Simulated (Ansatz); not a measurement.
# Geometry relaxation of Cu (part 2 of 3)

Cu (defect cell, 26 atoms in the cell); DFT PBE, scalar-relativistic, plane waves, PAW, no spin polarisation (Ansatz 0.2.0); cutoff 420 eV, 4×4×4 k-mesh, Gaussian smearing of 0.1 eV. The structure derives from an entry of the Crystallography Open Database. It belongs to a series of runs on one base structure; here: Cu vacancy, atoms relaxed.

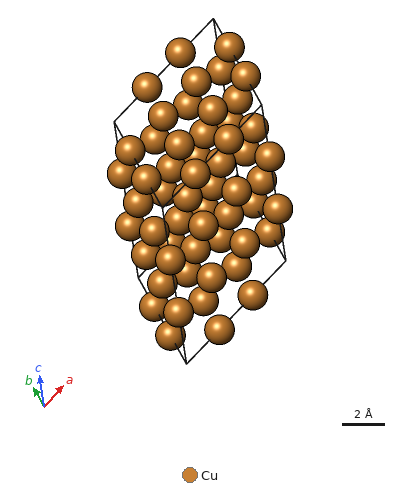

*The geometry at step 2 of the log (spheres-only view of the cell of the calculation, seen at an oblique angle).*

The program's output, continued
```
  k-point 0: bands = ["-96.8368", "-96.8317", "-96.8310", "-96.8310", "-96.8310", "-96.8289", "-96.8276", "-96.8276", "-96.8276", "-96.8276", ... 87 levels left out ..., "-54.0593", "-54.0563", "-54.0563", "-54.0563", "-54.0427", "-54.0427", "-54.0427", "6.6043", "9.7925", "9.8714", "9.8714", "9.8714", "9.9067", "9.9067", "9.9067", "10.1905", "10.5868", "10.5868", "10.5868", "10.6576", "10.6576", "11.1504", "11.7225", "11.7225", "11.7225", "11.7400", "11.7400", "11.7547", "11.7629",
      "11.7629", "11.7629", "11.7988", "11.7988", "11.7988", "11.8005", "11.8005", "11.9115", "11.9115", "11.9115", "11.9222", "11.9423", "11.9423", "11.9423", "12.0549", "12.0549", "12.0549", "12.0703", "12.1043", "12.1043", "12.1043", "12.2561", "12.2561", "12.6271", "12.6271", "12.6271", "12.6288", "12.6966", "12.6966", "12.7033", "12.7033", "12.7033", "12.7064", "12.7064", "12.7064", "12.7781", "12.7781", "12.7781", "12.8130", "12.8257",
      "12.8257", "12.8257", "12.8426", "12.8426", "12.8495", "12.8495", "12.8495", "12.8703", "12.8703", "12.8703", "12.8804", "12.8867", "12.8867", "12.8867", "13.0040", "13.0040", "13.0040", "13.1249", "13.1249", "13.4292", "13.4292", "13.4292", "13.5005", "13.5020", "13.5020", "13.5020", "13.5216", "13.5216", "13.5216", "13.5930", "13.5930", "13.5930", "13.6040", "13.6040", "13.6512", "13.6512", "13.7952", "13.7952", "13.8127", "13.8127",
      "13.8127", "13.8156", "13.8156", "13.8156", "13.8463", "13.8463", "13.8463", "13.8466", "13.8466", "13.8466", "13.8488", "13.8488", "13.8488", "13.8571", "13.8571", "13.9026", "13.9026", "13.9026", "13.9156", "13.9156", "13.9156", "13.9252", "13.9252", "13.9252", "13.9590", "13.9590", "13.9677", "13.9677", "13.9807", "13.9807", "13.9807", "13.9862", "13.9862", "13.9862", "13.9980", "13.9980", "13.9980", "14.0363", "14.0363", "14.0363",
      "14.0365", "14.0524", "14.0554", "18.8548", "18.8548", "18.8548", "18.9388", "18.9388", "19.0039", "19.0039", "19.0039", "19.2786", "19.2786", "19.2786", "19.4278", "21.5953", "21.6074", "21.6074", "21.6074", "21.6091", "21.6091", "21.6091", "21.6625", "21.6625", "22.2433", "22.2433", "22.2433", "24.1081", "24.1081", "24.1081", "24.1531", "24.1531", "24.1547", "24.1547", "24.1547", "24.2232", "24.2232", "24.2232", "24.2398", "24.2465",
      "24.3361", "24.3361", "24.3361", "24.5657", "24.5657", "24.5657", "25.4629", "29.3703", "29.3703", "29.3703", "29.4118"]
  k-point 1: bands = ["-96.8364", "-96.8322", "-96.8313", "-96.8310", "-96.8310", "-96.8288", "-96.8276", "-96.8276", "-96.8275", "-96.8275", ... 87 levels left out ..., "-54.0622", "-54.0565", "-54.0534", "-54.0534", "-54.0438", "-54.0438", "-54.0428", "6.8500", "8.6916", "9.6796", "9.6796", "9.7378", "10.1621", "10.1621", "10.2302", "10.3959", "10.3959", "10.5732", "10.7328", "11.0008", "11.0008", "11.2136", "11.5515", "11.5827", "11.5827", "11.6000", "11.6000", "11.6469", "11.6863",
      "11.6863", "11.7892", "11.7892", "11.8104", "11.8296", "11.8522", "11.8522", "11.8687", "11.8816", "11.8816", "11.9207", "11.9413", "12.0048", "12.0145", "12.0145", "12.0841", "12.0841", "12.1241", "12.1241", "12.1646", "12.2645", "12.3571", "12.3571", "12.4892", "12.4969", "12.4969", "12.5242", "12.5342", "12.5342", "12.5502", "12.6067", "12.6299", "12.6299", "12.6807", "12.7338", "12.7339", "12.7339", "12.7816", "12.7816", "12.8025",
      "12.8047", "12.8047", "12.8533", "12.8533", "12.8602", "12.8614", "12.8614", "12.9105", "12.9105", "12.9129", "12.9428", "12.9428", "12.9881", "12.9946", "13.0282", "13.0282", "13.0524", "13.0524", "13.1796", "13.1796", "13.1802", "13.3196", "13.3343", "13.3343", "13.4089", "13.4089", "13.4112", "13.4701", "13.5255", "13.5255", "13.5368", "13.5495", "13.5495", "13.5525", "13.5911", "13.5911", "13.6442", "13.6442", "13.6507", "13.6507",
      "13.6996", "13.7155", "13.7226", "13.7226", "13.8184", "13.8184", "13.8280", "13.8366", "13.8366", "13.8712", "13.8821", "13.8821", "13.8895", "13.9079", "13.9079", "13.9189", "13.9438", "13.9438", "13.9512", "13.9768", "13.9768", "13.9857", "13.9862", "14.0106", "14.0106", "14.0432", "14.0715", "14.0715", "14.0880", "14.0880", "14.0953", "14.0953", "14.0965", "14.1339", "14.1339", "14.1537", "14.1797", "14.3882", "14.3882", "14.4166",
      "15.0980", "15.0980", "15.3343", "16.9399", "16.9399", "17.1005", "19.0248", "19.0248", "19.1218", "19.1995", "19.1995", "19.2502", "19.4948", "19.4948", "19.4994", "20.9787", "20.9787", "21.0229", "21.0290", "21.2134", "21.2134", "21.4687", "21.7092", "21.7092", "21.8454", "22.5254", "22.5343", "22.5343", "23.4096", "23.4096", "23.4312", "24.4370", "24.4370", "24.5037", "25.2928", "25.2928", "25.3223", "25.3624", "25.3624", "25.4739",
      "25.8177", "25.8177", "25.9143", "26.4003", "26.4003", "26.7712", "27.2879", "27.2879", "27.3164", "28.0701", "28.0701"]
  k-point 2: bands = ["-96.8359", "-96.8331", "-96.8311", "-96.8310", "-96.8310", "-96.8291", "-96.8276", "-96.8276", "-96.8275", "-96.8275", ... 87 levels left out ..., "-54.0649", "-54.0566", "-54.0512", "-54.0512", "-54.0452", "-54.0452", "-54.0428", "7.4692", "7.6888", "9.7082", "9.7486", "9.7486", "9.8466", "9.8466", "10.1747", "10.8119", "11.0074", "11.0074", "11.0737", "11.0777", "11.0777", "11.1655", "11.2297", "11.2297", "11.2987", "11.4021", "11.4021", "11.5965", "11.6507",
      "11.6507", "11.7125", "11.7296", "11.7296", "11.8270", "11.8732", "11.9192", "11.9250", "11.9250", "11.9347", "11.9782", "11.9782", "11.9985", "11.9985", "12.0980", "12.0980", "12.1284", "12.1968", "12.1968", "12.2025", "12.2939", "12.2970", "12.2970", "12.4634", "12.5118", "12.5194", "12.5194", "12.5607", "12.5635", "12.5712", "12.5712", "12.6030", "12.6030", "12.6354", "12.6450", "12.6505", "12.6505", "12.6612", "12.6858", "12.6858",
      "12.7587", "12.7587", "12.7793", "12.7985", "12.7985", "12.8463", "12.8463", "12.8851", "12.9145", "12.9145", "12.9173", "12.9173", "13.0704", "13.0825", "13.0825", "13.0843", "13.1205", "13.1205", "13.1744", "13.1744", "13.2151", "13.2407", "13.2407", "13.2464", "13.2690", "13.3436", "13.3436", "13.3778", "13.3998", "13.3998", "13.4263", "13.4413", "13.5111", "13.5111", "13.5345", "13.5345", "13.5792", "13.5792", "13.5866", "13.5866",
      "13.7094", "13.7599", "13.7647", "13.7647", "13.7786", "13.7786", "13.8049", "13.8156", "13.8156", "13.8588", "13.8821", "13.8947", "13.8947", "13.9192", "13.9320", "13.9320", "13.9594", "13.9594", "13.9914", "13.9914", "13.9980", "14.0286", "14.0342", "14.0342", "14.0503", "14.1493", "14.1493", "14.1586", "14.1586", "14.1682", "14.1711", "14.1711", "14.2151", "14.2151", "14.2316", "14.2572", "14.9254", "15.3036", "15.3036", "15.5034",
      "15.5049", "15.5049", "15.5468", "16.8946", "16.8946", "17.0617", "17.1120", "17.1120", "17.3713", "19.2143", "19.2143", "19.2936", "19.4537", "19.4737", "19.6019", "19.6019", "20.4464", "20.4464", "20.5304", "20.6943", "20.6943", "20.8833", "22.6709", "22.6961", "22.6961", "22.9066", "22.9066", "22.9637", "24.5698", "24.5698", "24.7064", "24.8378", "24.8378", "24.9899", "25.5794", "25.5794", "25.5854", "25.6327", "25.6327", "25.8068",
      "27.4079", "27.4079", "27.4135", "27.4290", "27.4382", "27.4382", "27.4630", "27.5073", "27.5073", "27.5111", "27.5111"]
  k-point 7: bands = ["-96.8354", "-96.8328", "-96.8328", "-96.8310", "-96.8296", "-96.8296", "-96.8277", "-96.8276", "-96.8275", "-96.8275", ... 87 levels left out ..., "-54.0640", "-54.0529", "-54.0500", "-54.0489", "-54.0489", "-54.0473", "-54.0421", "8.0814", "8.1181", "8.1181", "8.5335", "10.2541", "10.2541", "10.3431", "10.4944", "11.1065", "11.1479", "11.1488", "11.1549", "11.1591", "11.1591", "11.2469", "11.3093", "11.3117", "11.3117", "11.3256", "11.3256", "11.3559", "11.5193",
      "11.5193", "11.5358", "11.6315", "11.6315", "11.7285", "11.7571", "11.8290", "11.8870", "11.8870", "11.9764", "11.9981", "12.1134", "12.1318", "12.1488", "12.1488", "12.1618", "12.1618", "12.2194", "12.2315", "12.2440", "12.2440", "12.3063", "12.3597", "12.3889", "12.3889", "12.4065", "12.4524", "12.4776", "12.4776", "12.4912", "12.5179", "12.5179", "12.5462", "12.6201", "12.6277", "12.6277", "12.6663", "12.6707", "12.7032", "12.7032",
      "12.7393", "12.7393", "12.7860", "12.7960", "12.8364", "12.8605", "12.8859", "12.8890", "12.8890", "12.9890", "12.9900", "12.9900", "13.0078", "13.0688", "13.0688", "13.0832", "13.0929", "13.1053", "13.1326", "13.1497", "13.1497", "13.1944", "13.2841", "13.2841", "13.3286", "13.3412", "13.3467", "13.3467", "13.3676", "13.3676", "13.3716", "13.3716", "13.3911", "13.3966", "13.3966", "13.4147", "13.4388", "13.4452", "13.4452", "13.4693",
      "13.5525", "13.6141", "13.6880", "13.7279", "13.7279", "13.7559", "13.7693", "13.7693", "13.8195", "13.8223", "13.8223", "13.8817", "13.9633", "13.9633", "13.9791", "14.0271", "14.0664", "14.0664", "14.0807", "14.0807", "14.0853", "14.0958", "14.1095", "14.1388", "14.1388", "14.1527", "14.1527", "14.1736", "14.1790", "14.2213", "14.3091", "14.3118", "14.5521", "14.5521", "14.5734", "14.6204", "15.6235", "15.7742", "15.8156", "15.8156",
      "15.8234", "15.9644", "15.9644", "16.0315", "16.5604", "16.6871", "16.7751", "16.7751", "17.7912", "17.7912", "17.8931", "18.2789", "18.2804", "18.2804", "19.6014", "19.6233", "19.6233", "20.0495", "22.0388", "22.0388", "22.8995", "22.9668", "23.1250", "23.1504", "23.1621", "23.1621", "23.2643", "23.2643", "23.4947", "23.5172", "24.1344", "24.6009", "24.7240", "24.7779", "25.0330", "25.0330", "25.8990", "25.9194", "25.9665", "25.9665",
      "26.2166", "26.2409", "26.2409", "26.4484", "27.1560", "27.1560", "27.6709", "27.6832", "27.6834", "27.7547", "27.9302"]
--- Relaxed structure (4 steps of the walk, 4 accepted, 0 SCFs on fresh bases) ---
  F+E_penalty+E_count = -172253.28625522 eV   max|allowed force component| = 1.763e-3 eV/Å
  atoms:
    - { symbol: Cu, position: [-2.458043850461456e-20, 0.3300679750102585, -2.458043850461456e-20] }
    - { symbol: Cu, position: [-2.458043850461457e-20, 0.6699320249897415, -2.458043850461457e-20] }
    - { symbol: Cu, position: [0.3300679750102585, 0.0, 0.0] }
    - { symbol: Cu, position: [0.333336420829341, 0.333336420829341, -9.262488023131787e-6] }
    - { symbol: Cu, position: [0.3300679750102584, 0.6699320249897415, 2.7755575615628914e-17] }
    - { symbol: Cu, position: [0.6699320249897415, 0.0, 0.0] }
    - { symbol: Cu, position: [0.6699320249897414, 0.3300679750102585, 5.551115123125783e-17] }
    - { symbol: Cu, position: [0.6666635791706589, 0.6666635791706589, 9.262488023131787e-6] }
    - { symbol: Cu, position: [0.0, 0.0, 0.3300679750102585] }
    - { symbol: Cu, position: [-9.262488023131787e-6, 0.333336420829341, 0.333336420829341] }
    - { symbol: Cu, position: [2.7755575615628914e-17, 0.6699320249897415, 0.3300679750102584] }
    - { symbol: Cu, position: [0.333336420829341, -9.262488023131787e-6, 0.333336420829341] }
    - { symbol: Cu, position: [0.333336420829341, 0.333336420829341, 0.333336420829341] }
    - { symbol: Cu, position: [0.33256589642520196, 0.6674341035747979, 0.33256589642520196] }
    - { symbol: Cu, position: [0.6699320249897415, 5.551115123125783e-17, 0.3300679750102584] }
    - { symbol: Cu, position: [0.6674341035747979, 0.3325658964252019, 0.33256589642520196] }
    - { symbol: Cu, position: [0.6674341035747979, 0.6674341035747979, 0.33256589642520196] }
    - { symbol: Cu, position: [0.0, 0.0, 0.6699320249897415] }
    - { symbol: Cu, position: [5.551115123125783e-17, 0.3300679750102585, 0.6699320249897414] }
    - { symbol: Cu, position: [9.262488023131787e-6, 0.6666635791706589, 0.6666635791706589] }
    - { symbol: Cu, position: [0.3300679750102584, 5.551115123125783e-17, 0.6699320249897415] }
    - { symbol: Cu, position: [0.33256589642520196, 0.3325658964252019, 0.6674341035747979] }
    - { symbol: Cu, position: [0.33256589642520196, 0.6674341035747979, 0.6674341035747979] }
    - { symbol: Cu, position: [0.6666635791706589, 9.262488023131787e-6, 0.6666635791706589] }
    - { symbol: Cu, position: [0.6674341035747979, 0.33256589642520196, 0.6674341035747979] }
    - { symbol: Cu, position: [0.6666635791706589, 0.6666635791706589, 0.6666635791706589] }
```

Trajectory as extended XYZ (Å, eV, eV/Å), 4 frames, from step=1 to step=4
```
26
Lattice="5.4446 0.0000 5.4446 5.4446 5.4446 0.0000 0.0000 5.4446 5.4446" Properties=species:S:1:pos:R:3:forces:R:3 step=1 energy=-172253.25365
Cu    1.8149    1.8149    0.0000   -0.1419  -0.1419   0.0000
Cu    3.6297    3.6297    0.0000    0.1419   0.1419   0.0000
Cu    1.8149    0.0000    1.8149   -0.1419   0.0000  -0.1419
Cu    3.6297    1.8149    1.8149    0.0018  -0.0018  -0.0018
Cu    5.4446    3.6297    1.8149    0.0000   0.1419  -0.1419
Cu    3.6297    0.0000    3.6297    0.1419   0.0000   0.1419
Cu    5.4446    1.8149    3.6297    0.0000  -0.1419   0.1419
Cu    7.2595    3.6297    3.6297   -0.0018   0.0018   0.0018
Cu    0.0000    1.8149    1.8149    0.0000  -0.1419  -0.1419
Cu    1.8149    3.6297    1.8149   -0.0018   0.0018  -0.0018
Cu    3.6297    5.4446    1.8149    0.1419   0.0000  -0.1419
Cu    1.8149    1.8149    3.6297   -0.0018  -0.0018   0.0018
Cu    3.6297    3.6297    3.6297    0.0018   0.0018   0.0018
Cu    5.4446    5.4446    3.6297    0.0000   0.0000  -0.0915
Cu    3.6297    1.8149    5.4446    0.1419  -0.1419   0.0000
Cu    5.4446    3.6297    5.4446    0.0000  -0.0915   0.0000
Cu    7.2595    5.4446    5.4446    0.0915   0.0000   0.0000
Cu    0.0000    3.6297    3.6297    0.0000   0.1419   0.1419
Cu    1.8149    5.4446    3.6297   -0.1419   0.0000   0.1419
Cu    3.6297    7.2595    3.6297    0.0018  -0.0018   0.0018
Cu    1.8149    3.6297    5.4446   -0.1419   0.1419   0.0000
Cu    3.6297    5.4446    5.4446   -0.0915   0.0000   0.0000
Cu    5.4446    7.2595    5.4446    0.0000   0.0915   0.0000
Cu    3.6297    3.6297    7.2595    0.0018   0.0018  -0.0018
Cu    5.4446    5.4446    7.2595    0.0000   0.0000   0.0915
Cu    7.2595    7.2595    7.2595   -0.0018  -0.0018  -0.0018
26
Lattice="5.4446 0.0000 5.4446 5.4446 5.4446 0.0000 0.0000 5.4446 5.4446" Properties=species:S:1:pos:R:3:forces:R:3 step=2 energy=-172253.27221
Cu    1.8088    1.8088    0.0000   -0.0934  -0.0934   0.0000
Cu    3.6358    3.6358    0.0000    0.0934   0.0934   0.0000
Cu    1.8088    0.0000    1.8088   -0.0934   0.0000  -0.0934
Cu    3.6298    1.8149    1.8149    0.0009  -0.0009  -0.0009
Cu    5.4446    3.6358    1.8088    0.0000   0.0934  -0.0934
Cu    3.6358    0.0000    3.6358    0.0934   0.0000   0.0934
Cu    5.4446    1.8088    3.6358    0.0000  -0.0934   0.0934
Cu    7.2595    3.6298    3.6298   -0.0009   0.0009   0.0009
Cu    0.0000    1.8088    1.8088    0.0000  -0.0934  -0.0934
Cu    1.8149    3.6298    1.8149   -0.0009   0.0009  -0.0009
Cu    3.6358    5.4446    1.8088    0.0934   0.0000  -0.0934
Cu    1.8149    1.8149    3.6298   -0.0009  -0.0009   0.0009
Cu    3.6298    3.6298    3.6298    0.0009   0.0009   0.0009
Cu    5.4446    5.4446    3.6262    0.0000   0.0000  -0.0523
Cu    3.6358    1.8088    5.4446    0.0934  -0.0934   0.0000
Cu    5.4446    3.6262    5.4446    0.0000  -0.0523   0.0000
Cu    7.2631    5.4446    5.4446    0.0523   0.0000   0.0000
Cu    0.0000    3.6358    3.6358    0.0000   0.0934   0.0934
Cu    1.8088    5.4446    3.6358   -0.0934   0.0000   0.0934
Cu    3.6298    7.2595    3.6298    0.0009  -0.0009   0.0009
Cu    1.8088    3.6358    5.4446   -0.0934   0.0934   0.0000
Cu    3.6262    5.4446    5.4446   -0.0523   0.0000   0.0000
Cu    5.4446    7.2631    5.4446    0.0000   0.0523   0.0000
Cu    3.6298    3.6298    7.2595    0.0009   0.0009  -0.0009
Cu    5.4446    5.4446    7.2631    0.0000   0.0000   0.0523
Cu    7.2595    7.2595    7.2595   -0.0009  -0.0009  -0.0009
```
